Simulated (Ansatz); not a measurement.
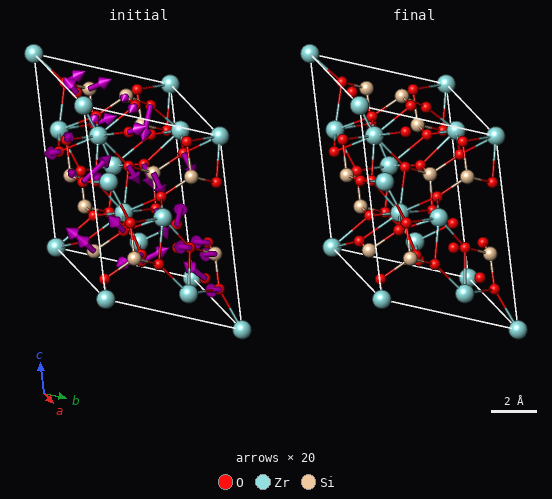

The structure of a defect cell of composition Zr7Si8O33 (cell charge +2) before (left) and after (right) a relaxation, at one scale. The purple arrows give the displacements, 20 times their true length.

Style: ball-and-stick. Shown: the cell of the calculation, slightly off an axis.

Case: O on a Zr site (a), charge +2, atoms relaxed at the host's cell.

Theory: DFT PBE, scalar-relativistic, plane waves, PAW in Ansatz. Settings: plane-wave cutoff 420 eV; k-point mesh 2 × 2 × 2; occupations gaussian; smearing width 0.01 eV; mesh shifted by (0.5, 0.5, 0.5); no spin polarisation; atoms relaxed in a fixed cell; force threshold 0.025 eV/Å; at most 45 steps.

Question: Describe what moved and what it gained.

Answer: The largest moves, 0.097 Å, are those of O atoms. Largest moves by element: O 0.097 Å, Si 0.064 Å, Zr 0.017 Å. The cell stays as it was. Near-neighbour distances that change, for instance: O–Zr 2.230 → 2.281 Å, O–Zr 2.203 → 2.233 Å, O–Zr 2.209 → 2.183 Å, O–Zr 2.095 → 2.079 Å. Among the angles between lasting bonds that change: O–Si–O 110.5° → 115.8°, Zr–O–Si 163.1° → 168.1°. The energy falls by 42.4 meV per cell of the calculation in 8 geometry steps. Largest force component: 0.21 eV/Å at the start, 0.014 eV/Å at the end. The run took 7.2 min on 4 threads of Arm Neoverse N1, with other jobs on the host, peak memory 1.9 GiB.

Limits of the set-up: the cell is charged, on a uniform background, and energies carry no finite-size correction.
